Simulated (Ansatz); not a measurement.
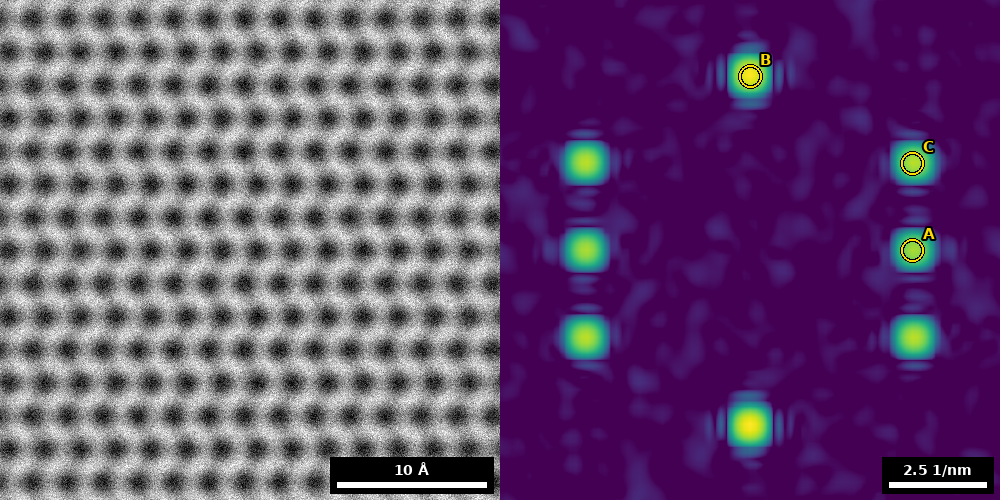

Phase-contrast TEM-like image of a crystal. Simulated in the weak-phase-object approximation with neutral-atom potentials: 300 kV, Cs = 1.20 mm, defocus −583 Å (negative is underfocus), defocus spread 20 Å, aperture 0.49 1/Å. Shot noise was added.

The right panel is the modulus of the image's Fourier transform on a logarithmic scale.

### Which lattice spacings do the marked spots stand for, and what angle do A and B enclose?

A: 2.4 Å, B: 2.2 Å, C: 2.1 Å; A and B enclose about 90°.

The crystal is Ir (P6_3/mmc, No. 194) along [100]; the spots are (0 -1 0), (0 0 -2) and (0 -1 -1). Structure: the geometry relaxed with DFT PBE, scalar-relativistic, plane waves, PAW in Ansatz; the starting structure was generated, so it need not be a known form of this composition.
